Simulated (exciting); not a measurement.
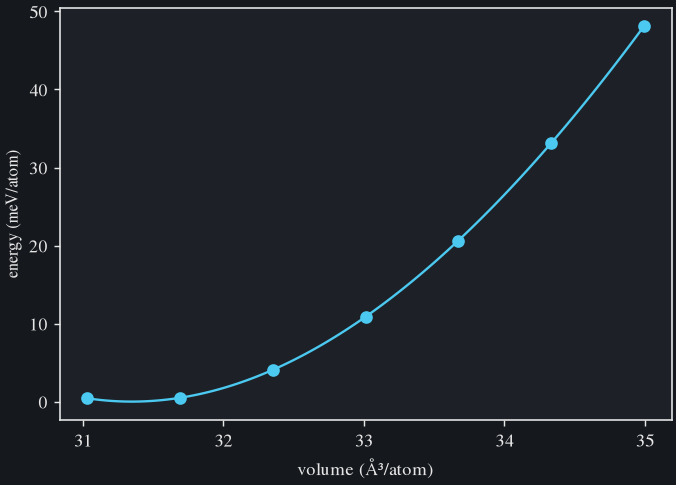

Plotted: energy against volume for Y, space group P6_3/mmc (No. 194).

Cell as given: a = 3.647 Å, b = 3.647 Å, c = 5.731 Å, α = 90.00°, β = 90.00°, γ = 120.00°; 2 atoms.

Calculation (exciting sodium): all-electron LAPW DFT, no spin polarisation; energies at scaled volumes of the given cell, shape and fractions fixed, counted from the fit's minimum, third-order Birch-Murnaghan fit. Level: PBEsol.

- k mesh: 8×8×5
- occupations: Fermi–Dirac
- smearing width: 0.05 eV
- potentials: all electron LAPW+lo, shipped species files
- program settings: rgkmax 9

The numbers behind the figure:

| volume (Å³/atom) | energy (meV/atom) |
| --- | --- |
| 31.03 | 0.43 |
| 31.69 | 0.48 |
| 32.35 | 4.11 |
| 33.01 | 10.84 |
| 33.67 | 20.63 |
| 34.33 | 33.13 |
| 34.99 | 48.07 |

Caveats: shape and atomic fractions are frozen while scaling, which makes layered, chain and framework solids too stiff.
